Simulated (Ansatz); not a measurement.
Al2Cu

```xyz
12
Lattice="0.0000 0.0000 4.7836 -5.9335 -5.9335 0.0000 2.9668 -2.9668 -2.3918" Properties=species:S:1:pos:R:3 pbc="T T T"
Al   -3.5034   -6.4702   -1.1959
Al   -0.5367   -3.5034    1.1959
Al   -2.4301   -3.5034    3.6390
Al    0.5367   -0.5367    1.2472
Al   -2.4301   -5.3968    1.1959
Al    0.5367   -2.4301   -1.1959
Al   -0.5367   -5.3969   -1.2472
Al    2.4301   -2.4301    1.1446
Cu   -4.5257   -4.5257    0.0000
Cu   -1.5590   -1.5590    2.3918
Cu   -4.3745   -4.3745    2.3918
Cu   -1.4078   -1.4078    0.0000
```

Space group C2/m; not relaxed (largest force 0.6 eV/Å); computed without spin polarisation; PAW files of the earlier set (soft_1).

Computed with DFT LDA, scalar-relativistic, plane waves, PAW in Ansatz 0.2.0.

Core electrons are frozen (PAW), and the valence fields are smoothed inside the atomic spheres.

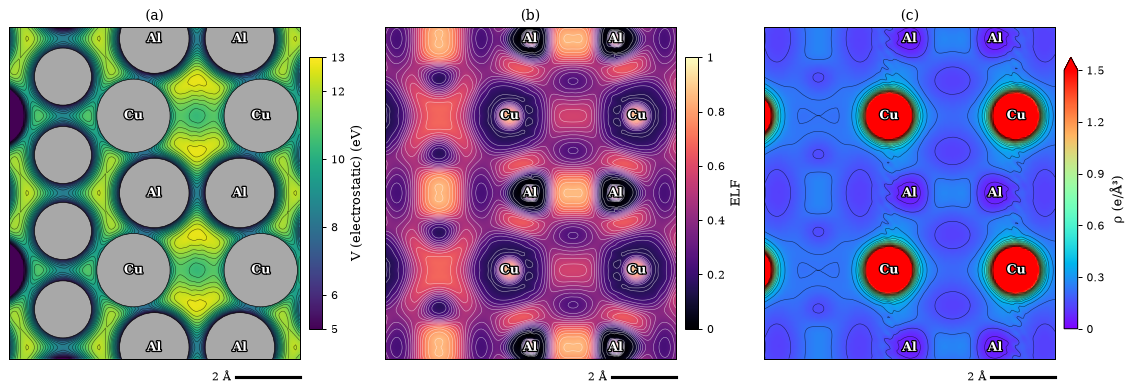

Figure 1. (a) electrostatic potential (local pseudopotential plus Hartree) felt by an electron; (b) electron localisation function; (c) valence charge density (pseudo) on the (100) plane of the conventional cell. Grey discs cover the atomic cores in the potential map.

What does the map show?

- The section cuts through Al and Cu sites.
- Atoms just off the plane (Al, 0.6 Å away) can leave unmarked features too.
- Al–Al (2.68 Å): ρ at the midpoint is about 0.26 e/Å³; the ELF peaks at about 0.85 between the atoms.
- Between the atoms the lowest density in this plane is 0.12 e/Å³.
- The features right at Cu lie inside the PAW spheres, where the map follows smoothed inner orbitals and isn't to be read closely.
- Outside the cores the potential energy rises away from the atoms and is highest about 1.8 Å from the nearest atoms; its zero is arbitrary.

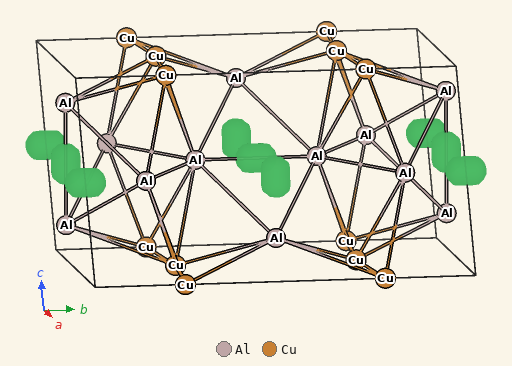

Figure 2. Isosurface of the ELF at 0.8 (green), seen slightly off an axis. Core shells and regions of very low density are left out. Sticks mark near contacts.

Where are the electrons localised?

At this value the surface marks out four regions between bonded Al–Al atoms, counted in one cell of 12 atoms. Any copies at cell faces, edges or corners count once.


Cu–Cu (2.40 Å): the ELF is about 0.25 at the midpoint: no shared electron pair shows on this line. Al–Cu (2.47 Å): the ELF peaks at about 0.65 between the atoms.

Does the calculation make it a metal, or give it a gap?

It is metallic or semimetallic at this level of theory: no gap opens.
